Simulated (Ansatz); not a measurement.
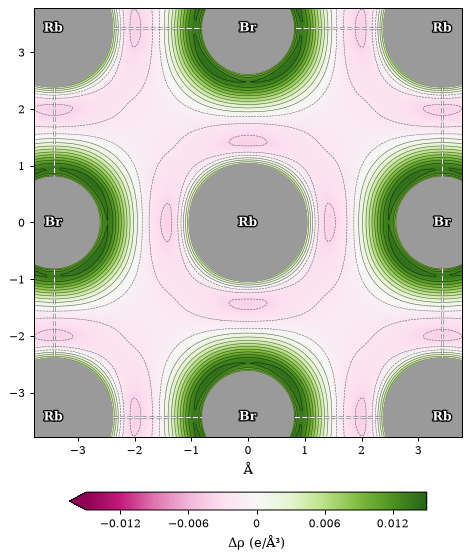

RbBr: difference of two self-consistent densities at the same geometry, ρ(HSE06) − ρ(LDA), on the (001) plane of the conventional cell. Grey discs cover the cores, where the PAW densities can't be compared. Cores are masked to 1.0 Å (Rb) and 0.8 Å (Br).

Space group Fm-3m.

Both runs: Ansatz, scalar-relativistic, plane waves and PAW, same cutoff, k-points and PAW files (made with PBE).

```yaml
crystal:
  lattice:
    - [6.85400, 0.00000, 0.00000]
    - [0.00000, 6.85400, 0.00000]
    - [0.00000, 0.00000, 6.85400]
  atoms:
    - { symbol: Rb, position: [0.00000, 0.00000, 0.00000] }
    - { symbol: Rb, position: [0.50000, 0.50000, 0.00000] }
    - { symbol: Rb, position: [0.50000, 0.00000, 0.50000] }
    - { symbol: Rb, position: [0.00000, 0.50000, 0.50000] }
    - { symbol: Br, position: [0.50000, 0.00000, 0.00000] }
    - { symbol: Br, position: [0.00000, 0.50000, 0.00000] }
    - { symbol: Br, position: [0.00000, 0.00000, 0.50000] }
    - { symbol: Br, position: [0.50000, 0.50000, 0.50000] }
```

### How does the change of level move the electrons?

Against LDA, and outside the masked cores, the largest gain, 0.014 e/Å³, lies 0.9 Å from a bromine nucleus, and the largest loss, 0.004 e/Å³, lies 1.5 Å from a rubidium nucleus and 2.0 Å from a bromine one.
- Bader charges are Rb +0.80 and Br −0.80 e with LDA and Rb +0.84 and Br −0.84 e with HSE06.
- At this volume the pressure is −1 GPa with LDA and roughly 1 GPa with HSE06.
- The gap on the mesh is 3.95 eV with LDA and 5.52 eV with HSE06.
